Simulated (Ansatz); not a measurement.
Run report: Ti$_{2}$C, single-point calculation

- system: Ti$_{2}$C (R-3m, 3 atoms in the cell)
- method: DFT r2SCAN, scalar-relativistic, plane waves, PAW, no spin polarisation (Ansatz 0.2.0)

The structure derives from a Materials Project entry. Figures and captions count atoms from 1; the log counts them from 0 in places.

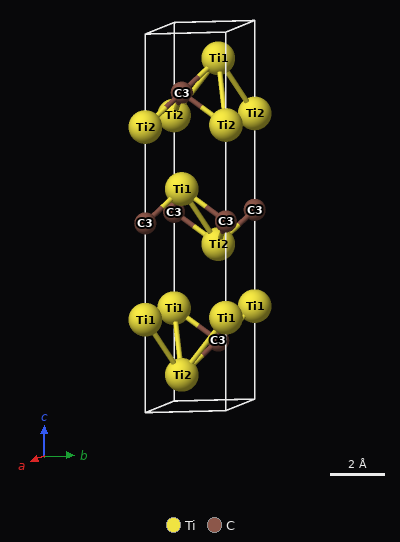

Fig. 1: The structure (ball-and-stick view of the cell 3 times as large as that of the calculation, set on its symmetry axes, seen slightly off an axis; atoms are numbered from 1 in the order of the input). An atom can appear more than once, as a periodic image.

## Results in brief

- outcome: converged
- space group (tolerance 0.01 Å): R-3m (166)
- electrons treated: 28
- free energy: −5262.6426 eV
- Fermi energy: 13.400 eV
- gap on the k-point mesh: none (metallic)
- pressure: −0.50 GPa
- largest force (length of the vector): 0.084 eV/Å
- hardware: 1 thread of Oxide Virtual Turin-like (Zen 5), 32 GiB of memory available, shared host
- wall time: 61 s
- peak memory: 0.8 GiB

## Input file
```yaml
crystal:
  lattice:
    - [1.540698181, 0.8895225095, 4.8137698526]
    - [-1.540698181, 0.8895225095, 4.8137698526]
    - [0.0, -1.779045019, 4.8137698526]
  atoms:
    - { symbol: Ti, position: [0.24549783, 0.24549783, 0.24549783] }
    - { symbol: Ti, position: [0.75450217, 0.75450217, 0.75450217] }
    - { symbol: C, position: [0.5, 0.5, 0.5] }
basis:
  ecutwfc: 500
kpoints:
  mp_grid: { grid: [18, 18, 18] }
hamiltonian:
  xc: r2scan
scf:
  occupations: { method: gaussian, width: 0.1 }
output:
  forces: true
  stress: true
  eigenvalues: true
  populations: true
  write_density: true
  write_potential: true
  elf: true
  volumetric_format: npy
```

Command:
```bash
ansatz run input.yaml --threads 1 --pin off --max-ram 2560MiB --backend cpu --events-out ev --progress --plain --runs-dir out
```

## Log
```
basis.fft_grid_basis auto: the FFT boxes are laid along the combinations [[1, -1, 0], [0, 1, 0], [0, -1, 1]] of the cell's own vectors, 3.081, 5.132 and 3.081 Å long. The dense box has 24×40×24 points. Along the cell's own vectors, as sized, it would have 40×40×40, 2.78 times as many. Of the 12 symmetry operations that the crystal satisfies within crystal.symmetry.tolerance (time reversal apart; of a slab, those that keep its plane) the dense box along the cell's own vectors carries 12, and the one as laid loses 8 of those. basis.fft_grid_basis: typed keeps the cell's own vectors: state it where this run's energies or levels are differenced outside the engine with another run's, or held beside a run that keeps those vectors. Those combinations have planes normal to reciprocal vector 3, as the cell's own vectors have. Each planar average written beside output.write_density, output.write_potential has a row for each plane of the box: 24. The volumetric files lie along those combinations, not along the cell's own vectors: a cube or XSF file states them, and fields.json those of NumPy files.
Engine: ansatz 0.2.0, x86_64-unknown-linux-gnu
Pseudopotentials: kind: paw
Pseudopotential: Ti, paw, valence charge 12, recommended cutoff 500 eV (meta_gga), Ti.paw.azcp
Pseudopotential: C, paw, valence charge 4, recommended cutoff 500 eV (meta_gga), C.paw.azcp
Functional definition: r2SCAN
  parameter k0 = 0.174
  parameter k1 = 0.065
  parameter a1 = 4.9479
  exchange = r2scan_x(k0 = k0, k1 = k1, a1 = a1)
  correlation = r2scan_c
Crystal: 3 atoms, lattice volume = 39.583 Å³
Basis set: ecut = 500 eV, 1013 PW (Γ), FFT grids on a1−a2, a2, −a2+a3, exchange–correlation on 96×160×96 points (64 copies of the dense FFT grid, shifted against one another)
Bands: 18, of which v1, the nominal top of the filled ones, is band 14 counted from 1 (13 counted from 0)
Symmetry: 12 space group operations
Space group: R-3m (ITA 166), of the structure as read, at distance tolerance 3.4e-5 Å
k-points: 580 of 5832
Non-local potential: Ti, projectors of the file, l = 0: 3, l = 1: 2, l = 2: 3, l = 3: 1
Non-local potential: C, projectors of the file, l = 0: 2, l = 1: 2, l = 2: 1
PAW form: soft (Blöchl's): semilocal exchange-correlation on the pseudo side does not see the compensation charge
PAW frozen core: Ti, regenerated for the run's functional (the file was generated under x = pbe(κ = 0.804, μ = 0.2195149727645171), c = pbe(β = 0.06672455060314922))
PAW frozen core: C, regenerated for the run's functional (the file was generated under x = pbe(κ = 0.804, μ = 0.2195149727645171), c = pbe(β = 0.06672455060314922))
PAW one-centre angular grid: Ti, 590 points (default); XC on 160 Gauss nodes
PAW one-centre angular grid: C, 302 points (default); XC on 239 of its mesh's 2573 points in the sphere
Initial density: superposition of atomic densities (neutral atoms: chi_scale 0, normalization atom), corrected by the library's trained network
Initial wavefunctions: pseudopotential atomic-orbital guess
Functional: x = r2scan, c = r2scan; τ floored in thin density (d = 2e-4 eV/Å³)
SCF iter   1: F=—  HF=-5262.600505 eV  |F-HF|=—  |Δ(HF+E_count)|=         —  Δρ=1.73e-2  dr2=1.39e-1  dr2_τ=1.71e-1  ethr=1.77e-3  ⟨swp⟩=4.2  Hψ=41396  notcnv=0
preconditioner: auto → Kerker (q_TF=auto, 2.575 Å⁻¹)  [metal: Δε(μ)=0.004 eV  Ē_g=5.952 eV  σ=0.100 eV  W_gap=0.02  n_scr=14 (ndim 8)  ℏωp=20.4 eV  f_vac=0.000  D(μ)=1.88/eV (n_scr^D=22)]
SCF iter   2: F=—  HF=-5262.641508 eV  |F-HF|=—  |Δ(HF+E_count)|=   4.10e-2  Δρ=5.49e-3  dr2=1.20e-2  dr2_τ=2.05e-3  ethr=4.98e-4  ⟨swp⟩=2.1  Hψ=21133  notcnv=0  defer=17
SCF iter   3: F=—  HF=-5262.641880 eV  |F-HF|=—  |Δ(HF+E_count)|=   3.72e-4  Δρ=2.77e-3  dr2=2.44e-3  dr2_τ=1.56e-4  ethr=4.30e-5  ⟨swp⟩=2.1  Hψ=13071  notcnv=0  defer=17
SCF iter   4: F=—  HF=-5262.642575 eV  |F-HF|=—  |Δ(HF+E_count)|=   6.96e-4  Δρ=5.30e-4  dr2=2.21e-4  dr2_τ=1.56e-5  ethr=8.70e-6  ⟨swp⟩=2.1  Hψ=13976  notcnv=0  defer=17
SCF iter   5: F=—  HF=-5262.642579 eV  |F-HF|=—  |Δ(HF+E_count)|=   3.14e-6  Δρ=1.49e-4  dr2=9.30e-6  dr2_τ=5.86e-7  ethr=7.88e-7  ⟨swp⟩=2.0  Hψ=13856  notcnv=0  defer=17
SCF iter   6: F=—  HF=-5262.642581 eV  |F-HF|=—  |Δ(HF+E_count)|=   2.48e-6  Δρ=4.41e-5  dr2=5.31e-7  dr2_τ=2.51e-8  ethr=3.32e-8  ⟨swp⟩=2.0  Hψ=13911  notcnv=0  defer=17
SCF iter   7: F=-5262.642582 eV  HF=-5262.642582 eV  |F-HF|=1.67e-9  |Δ(HF+E_count)|=   4.73e-7  Δρ=1.06e-5  dr2=4.46e-8  dr2_τ=1.93e-9  ethr=3.57e-10  ⟨swp⟩=9.0  Hψ=68170  notcnv=0
SCF 1 converged in 7 iterations: F = -5262.642582 eV  dr2 = 4.46e-8
  greatest PAW one-centre occupation: 1.001 electrons in one spin orbital (limit 2), on the Ti atom at site 1 (counted from 0), in its partial waves of l = 1
```

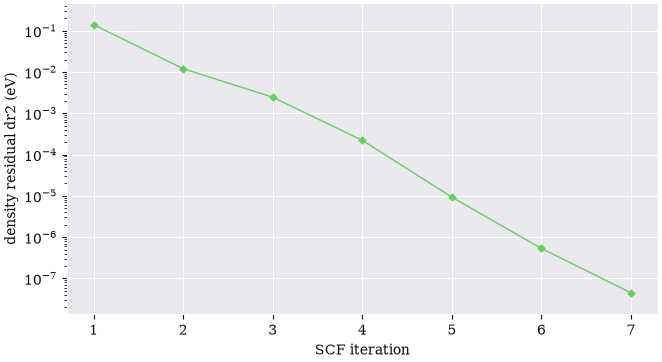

Fig. 2: Convergence of the self-consistent field: density residual dr2 against the SCF iteration. The residual falls at every step.

```
SCF converged after 7 iterations
Free energy (F): -5262.642582 eV
Harris-Foulkes:  -5262.642582 eV  (|F-HF|=1.67e-9)
Internal energy: -5262.632711 eV  (E = F + TS)
E sigma→0 (E₀):  -5262.637646 eV
Entropy (-TS):   -0.009870 eV (-3.290 meV/atom)
Fermi energy:    13.400280 eV
--- Per-component energies (eV) ---
  E_band       = -322.764762
  E_kinetic    = 635.400988
  E_local      = -1762.393622  (includes V_loc(G=0)·N_el)
  E_nonlocal   = 38.266655
  E_hartree    = 721.144451
  E_xc         = -235.026939
  E_vxc        = -333.433351  (∫ρ·V_xc dr)
  E_paw        = -2212.852141  (= ΣΔE_a)
  E_vpaw       = -364.598509  (= ΣTr[D̂ρ^β])
  E_aug_tail   = 0.000174  (compensation charges beyond the density's cutoff)
  E_vtau       = 21.709410  (kinetic-family band-sum trace: ∫τ·v_τ [+ j·A + Jᵃ·Aᵃ] dr)
  E_ewald      = -2446.640590
  E_core_change = -0.531688  (= ΣΔE_core)
  E_smearing   = -0.009870  (= −TS)
  E_closure    = 0.000000  (closes the sum)
  Σ components = -5262.642582   (vs F -5262.642582, Δ=0.00e0)
--- Forces (eV/Å), atoms counted from 1 ---
  atom   1  Ti     0.00000000    -0.00000000    -0.08365139
  atom   2  Ti     0.00000000     0.00000000     0.08365139
  atom   3  C      0.00000000    -0.00000000    -0.00000000
  max |Σ_I F_I| component: 1.85e-17 eV/Å
--- Stress (GPa, compression-positive) ---
       -0.594256       0.000000       0.000000
        0.000000      -0.594256      -0.000000
        0.000000      -0.000000      -0.312577
  P = ⅓ Tr σ = -0.5004 GPa (-5.004 kbar)
--- Band table (eV; the first three rows and the last of 580) ---
  k-point 0: bands = ["-45.8173", "-45.7136", "-21.3411", "-20.8155", "-20.8155", "-20.7596", "-20.7395", "-20.7395", "1.1031", "8.2354", "10.6128", "10.6128", "10.9699", "13.9477", "13.9477", "14.5169", "15.3905", "15.3905"]
  k-point 1: bands = ["-45.8152", "-45.7130", "-21.3355", "-20.8266", "-20.8180", "-20.7615", "-20.7503", "-20.7418", "1.1476", "8.2931", "10.3322", "10.6235", "11.2109", "13.8914", "13.9812", "14.5371", "15.2626", "15.3983"]
  k-point 2: bands = ["-45.8090", "-45.7114", "-21.3193", "-20.8576", "-20.8252", "-20.7812", "-20.7677", "-20.7485", "1.2760", "8.4605", "9.9352", "10.6514", "11.4802", "13.7284", "14.0791", "14.5990", "14.9569", "15.4331"]
  k-point 579: bands = ["-45.7885", "-45.7428", "-21.1604", "-20.9505", "-20.7915", "-20.7915", "-20.7639", "-20.7639", "1.3660", "7.3099", "10.7667", "10.7667", "12.3570", "13.5808", "14.3264", "14.3264", "15.2089", "15.2089"]
--- Löwdin populations: 3 sites ---
  site symbol       q [e]
     0     Ti     11.4235
     1     Ti     11.4235
     2      C      4.9263
  spilling = 0.008099 (of n_electrons = 28.000000)
```

## File populations.tsv
```
# site	symbol	l	j	q
# orbitals = lowdin
# n_electrons = 28.000000
# spilling = 0.008099
0	Ti	0_3S	-	1.907969
0	Ti	0_4S	-	0.699877
0	Ti	1_3P	-	5.984141
0	Ti	2_3D	-	2.831501
1	Ti	0_3S	-	1.907969
1	Ti	0_4S	-	0.699877
1	Ti	1_3P	-	5.984141
1	Ti	2_3D	-	2.831501
2	C	0_2S	-	1.404528
2	C	1_2P	-	3.521731
```

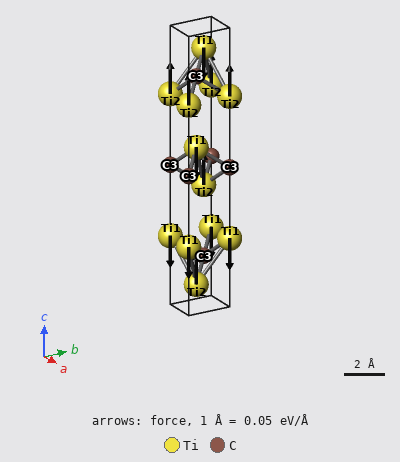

Fig. 3: Forces on the atoms as black arrows (ball-and-stick view of the cell 3 times as large as that of the calculation, set on its symmetry axes, seen slightly off an axis; atoms are numbered from 1 in the order of the input). The largest act on Ti1, Ti2 (0.08 eV/Å). The geometry is not a stationary point of this energy.

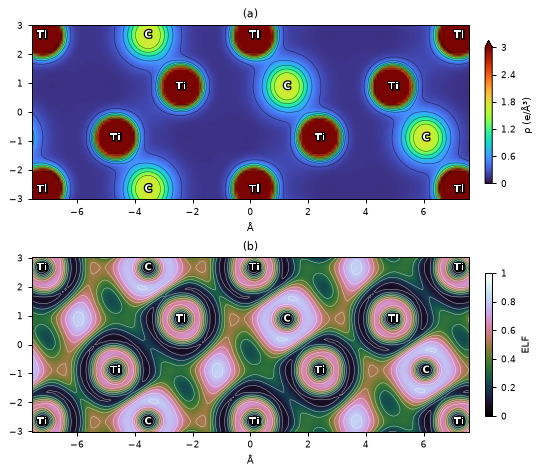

Fig. 4: (a) valence electron density; (b) electron localisation function on the (110) plane of the conventional cell. The section cuts through Ti and C sites. Ti–C (2.11 Å): ρ at the midpoint is about 0.55 e/Å³; the ELF is about 0.25 at the midpoint; a polar contact without a shared pair, in a metal. Ti–Ti (2.89 Å): ρ at the midpoint is about 0.23 e/Å³; the ELF is about 0.20 at the midpoint; no shared electron pair. Away from the nuclei the density in this plane falls to 0.13 e/Å³ at its lowest.  The strong features right at Ti lie inside the PAW spheres (semicore, d or f shells) and say nothing about bonding. The fields are those of the smooth PAW valence density.

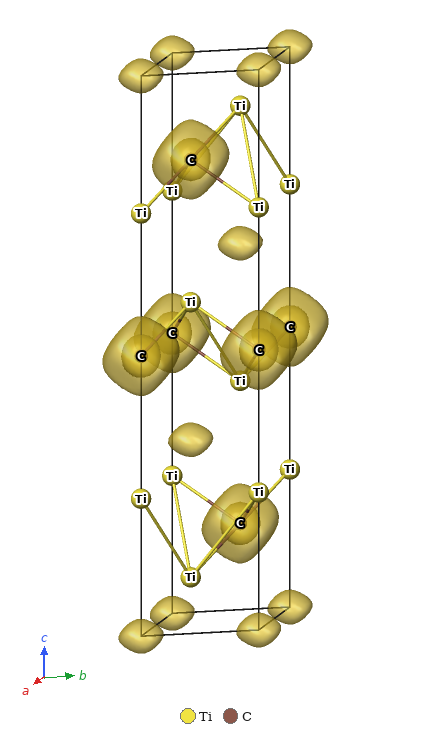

Fig. 5: Isosurface of the electron localisation function at 0.7 (yellow), seen slightly off an axis. Only the valence region is drawn (cores and ρ < 0.01 e/Å³ removed). Sticks mark near contacts. The outline is the cell set on symmetry axes. Values along the shortest contacts: Ti–C (2.11 Å): the ELF is about 0.25 at the midpoint; a polar contact without a shared pair, in a metal. Ti–Ti (2.89 Å): the ELF is about 0.20 at the midpoint (no localised pair between them).
